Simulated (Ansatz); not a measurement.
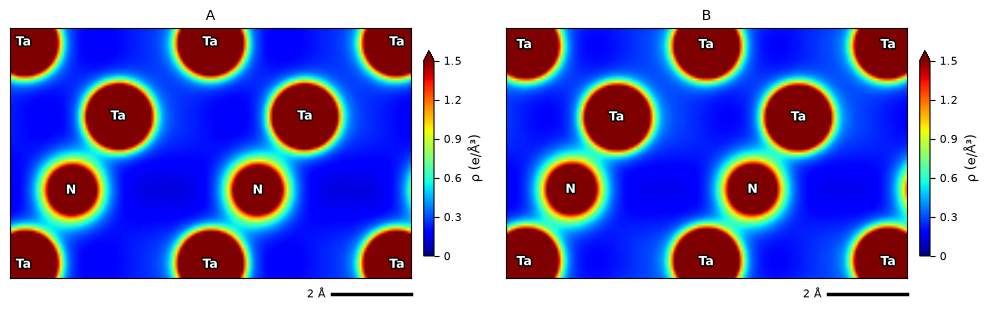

Ta2N. The valence charge density (pseudo) of two cells that differ in size, on the (110) plane of each (indices in the axes of the calculation cell), at one length scale and on one colour scale; one has 13.2 and the other 14.2 Å³ an atom.

Level of theory: DFT PBEsol, scalar-relativistic, plane waves, PAW in Ansatz.

### Which panel shows the smaller cell, and what does the compression change?

Panel B is the smaller cell, by 7 % in volume. From the larger cell to the smaller, Ta–Ta goes from 2.97 to 2.90 Å, and the density at its midpoint from 0.29 to 0.31 e/Å³; Ta–N goes from 2.22 to 2.16 Å, and the density at its midpoint from 0.55 to 0.62 e/Å³; the pressure goes from −18 to 1.3 GPa.
